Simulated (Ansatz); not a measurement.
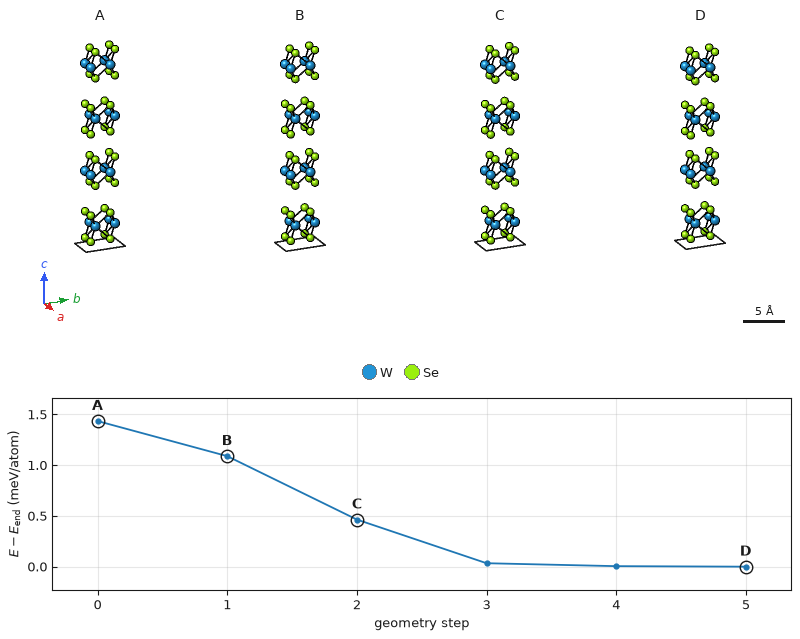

Frames of a relaxation of crystalline WSe2 (set up in P-3m1), marked on the history of the run. The picture is a ball-and-stick view of the 2 × 2 repeat of the cell, outlined in the plane, without the vacuum, seen slightly off an axis.

Case: the database's cell, atoms relaxed.

Theory: Ansatz 0.2.0, DFT PBEsol, scalar-relativistic, plane waves, PAW.

Input
```yaml
crystal:
  lattice:
    - [3.3178488582, 0.0, 0.0]
    - [-1.6589244291, 2.8733413971, 0.0]
    - [0.0, 0.0, 36.41830731]
  atoms:
    - { symbol: W, position: [0.66666667, 0.33333333, 0.90611047] }
    - { symbol: W, position: [0.66666667, 0.33333333, 0.280468] }
    - { symbol: W, position: [0.33333333, 0.66666667, 0.719532] }
    - { symbol: W, position: [0.33333333, 0.66666667, 0.09388953] }
    - { symbol: Se, position: [0.33333333, 0.66666667, 0.95178674] }
    - { symbol: Se, position: [0.33333333, 0.66666667, 0.32610682] }
    - { symbol: Se, position: [0.66666667, 0.33333333, 0.76520455] }
    - { symbol: Se, position: [0.66666667, 0.33333333, 0.1395502] }
    - { symbol: Se, position: [0.33333333, 0.66666667, 0.8604498] }
    - { symbol: Se, position: [0.33333333, 0.66666667, 0.23479545] }
    - { symbol: Se, position: [0.66666667, 0.33333333, 0.67389318] }
    - { symbol: Se, position: [0.66666667, 0.33333333, 0.04821326] }
basis:
  ecutwfc: 420
kpoints:
  mp_grid: { grid: [12, 12, 1] }
hamiltonian:
  xc: pbesol
scf:
  occupations: { method: gaussian, width: 0.02 }
output:
  forces: true
  stress: true
  eigenvalues: true
  write_density: true
  write_potential: true
  elf: true
  volumetric_format: npy
relax:
  adjacent_minimum: "off"
  f_tol: 0.01
  max_steps: 40
```

Command:
```bash
ansatz run input.yaml --threads 2 --pin off --max-ram 5120MiB --backend cpu --events-out ev --progress --plain --runs-dir out
```

### Describe the path.

The largest moves relative to the layer's centre, 0.37 Å, are those of Se6 and Se11. Se6 goes along the normal (−c). By element the largest moves are Se 0.37 Å, W 0.37 Å. The cell doesn't change. Near-neighbour distances that change, for instance: W1–Se5 2.537 → 2.532 Å. The space group stays P-3m1 (No. 164). Over 5 geometry steps the energy falls by 1.4 meV per atom. Largest force component: 0.13 eV/Å at the start, 0.0068 eV/Å at the end. From step 0 to 1: Se atoms move most (0.12 Å), energy −0.3 meV per atom. From step 1 to 2: Se atoms move most (0.07 Å), energy −0.6 meV per atom. From step 2 to 5: W and Se atoms move most (0.19 Å), energy −0.5 meV per atom.

Limits of the set-up: layers or molecules are held without a dispersion correction, so their spacing is unreliable.
